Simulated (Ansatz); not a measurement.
Ta2C

```cif
data_structure
_symmetry_space_group_name_H-M 'P 1'
_symmetry_Int_Tables_number 1
_cell_length_a 3.0425
_cell_length_b 3.0425
_cell_length_c 4.8454
_cell_angle_alpha 90.000
_cell_angle_beta 90.000
_cell_angle_gamma 120.000
_cell_volume 38.84
loop_
_atom_site_label
_atom_site_type_symbol
_atom_site_fract_x
_atom_site_fract_y
_atom_site_fract_z
_atom_site_occupancy
Ta1 Ta 0.66667 0.33333 0.74799 1
Ta2 Ta 0.33333 0.66667 0.25201 1
C1 C 0.00000 0.00000 0.00000 1
```

Space group P-3m1; not relaxed (largest force 0.8 eV/Å); computed pressure about 22 GPa in this cell.

All numbers below come from Kohn-Sham DFT of a periodic cell, r2SCAN, Ansatz PAW in Ansatz 0.2.0.

The density is the valence pseudo-density of a PAW calculation; it isn't the true density close to the nuclei.

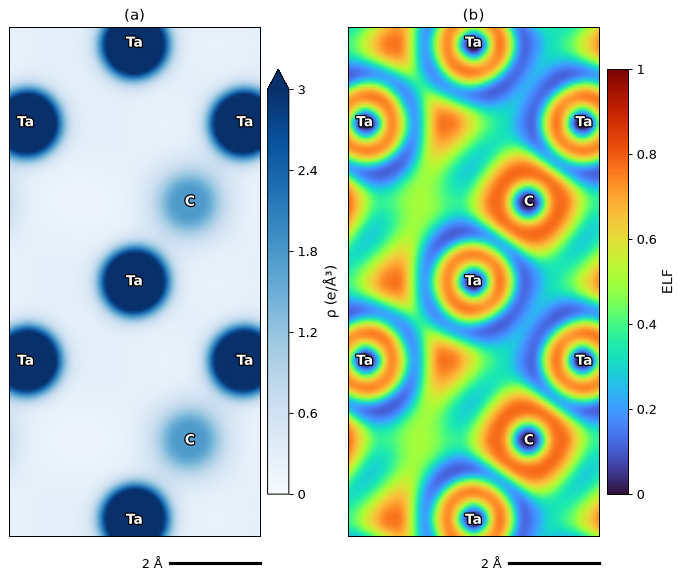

Figure 1. (a) valence pseudo-density; (b) electron localisation function on the (110) plane of the conventional cell.

**Describe what can be read from this map.**

Atoms in the plane: Ta and C. Ta–C (2.14 Å): the density is about 0.69 e/Å³ at the midpoint; the ELF peaks at about 0.75 in the valence shell of C, 0.7 Å from its nucleus, and is about 0.25 at the midpoint. Ta–Ta (2.98 Å): ρ is about 0.28 e/Å³ halfway; the ELF is about 0.35 at the midpoint. Between the atoms the lowest density in this plane is 0.17 e/Å³. The ELF has a maximum of about 0.75 in the space between the atoms, 1.7 Å from four Ta atoms, on no atom or two-centre bond. The features right at Ta lie inside the PAW spheres, where the map follows smoothed inner orbitals and isn't to be read closely.

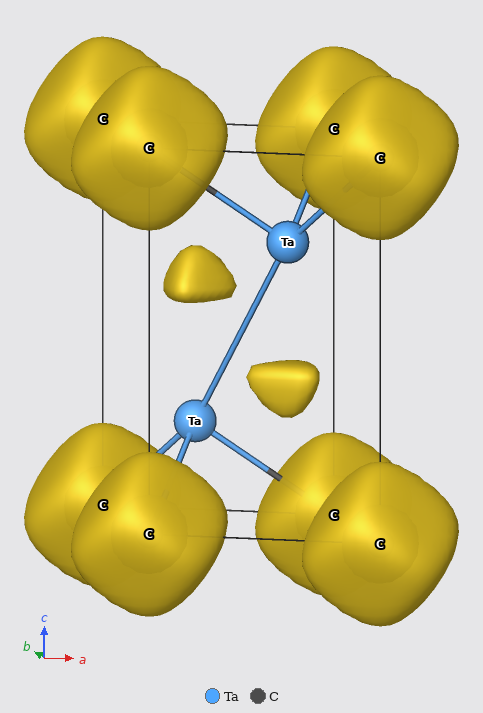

Figure 2. Isosurface of the ELF at 0.65 (yellow), seen slightly off an axis. Core shells and regions of very low density are left out. Sticks mark near contacts.

**What do the ELF domains correspond to?**

At this value the surface marks out one region wrapped around C (its valence shell) and two pockets between the atoms, centred on no nucleus (multi-centre or interstitial), counted in one cell of 3 atoms. Any copies at cell faces, edges or corners count once.

**Does the calculation make it a metal, or give it a gap?**

It is gapless in this calculation (a metal or semimetal).
